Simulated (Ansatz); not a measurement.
Here is a crystal structure:

```cif
data_structure
_symmetry_space_group_name_H-M 'P 1'
_symmetry_Int_Tables_number 1
_cell_length_a 5.9771
_cell_length_b 5.9771
_cell_length_c 9.0309
_cell_angle_alpha 90.000
_cell_angle_beta 90.000
_cell_angle_gamma 90.000
_cell_volume 322.64
loop_
_atom_site_label
_atom_site_type_symbol
_atom_site_fract_x
_atom_site_fract_y
_atom_site_fract_z
_atom_site_occupancy
W1 W 0.00000 0.00000 0.00000 1
S1 S 0.71652 0.28348 0.36379 1
S2 S 0.21652 0.21652 0.13621 1
S3 S 0.28348 0.71652 0.36379 1
S4 S 0.78348 0.78348 0.13621 1
W2 W 0.50000 0.50000 0.50000 1
S5 S 0.21652 0.78348 0.86379 1
S6 S 0.71652 0.71652 0.63621 1
S7 S 0.78348 0.21652 0.86379 1
S8 S 0.28348 0.28348 0.63621 1
```

### What would you see if this were drawn?

The material is WS₄. The symmetry is that of I-42m (No. 121), on a body-centred tetragonal lattice. Cell content 2 W, 8 S; Z = 2. W is coordinated by four S in a tetrahedral arrangement at 2.21 Å. S is linked to one W at 2.21 Å. The bonds build separate WS4 groups.

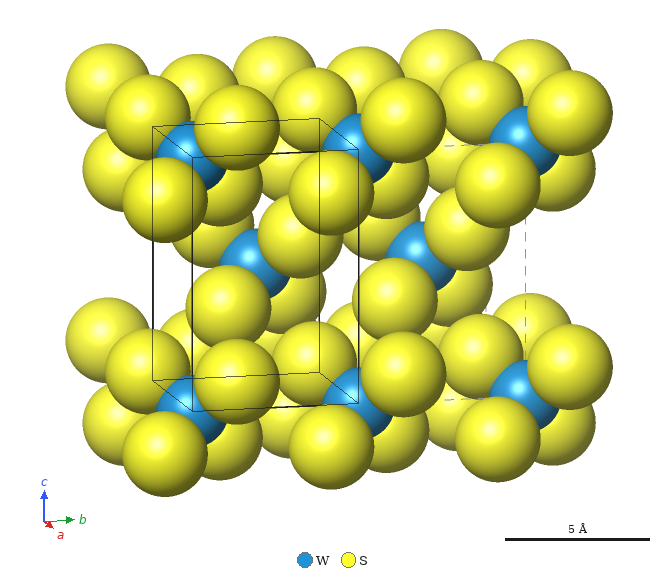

We look at a space-filling model of the crystal slightly off an axis. One conventional unit cell is drawn solid; the view covers 1×2×1 cells. Finite groups of bonded atoms are drawn whole.

Starting structure: a structure listed in the Materials Project. Earlier steps of the study may have refined or changed the cell and positions. An electronic-structure calculation with Ansatz was run on it.
